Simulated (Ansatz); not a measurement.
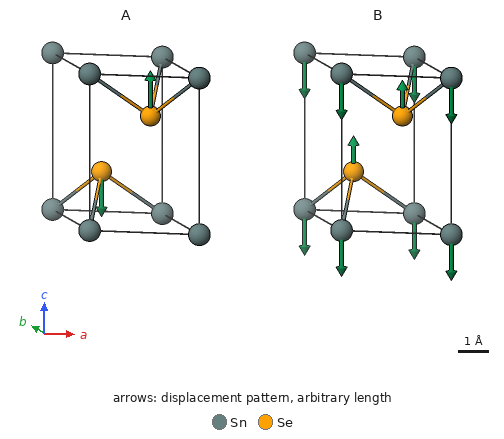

Modes of crystalline SnSe2 relaxed at 8 GPa, space group P-3m1 (No. 164), at the zone centre. Displacements are drawn as green arrows; their common scale and sign are arbitrary. Style: ball-and-stick. Shown: the cell of the calculation, slightly off an axis.

All numbers below come from DFT PBE+D3(BJ), scalar-relativistic, plane waves, PAW in Ansatz 0.2.0.

The frequencies depend somewhat on the k-mesh and the smearing.

Q: Give the symmetry species and the selection rules of each.

A: A is A₁g, Raman-active by symmetry (173 cm⁻¹). B is A₂u, infrared-active by symmetry (241 cm⁻¹). The crystal has a centre of inversion, so no mode is both. In a metal the free carriers screen the infrared response.
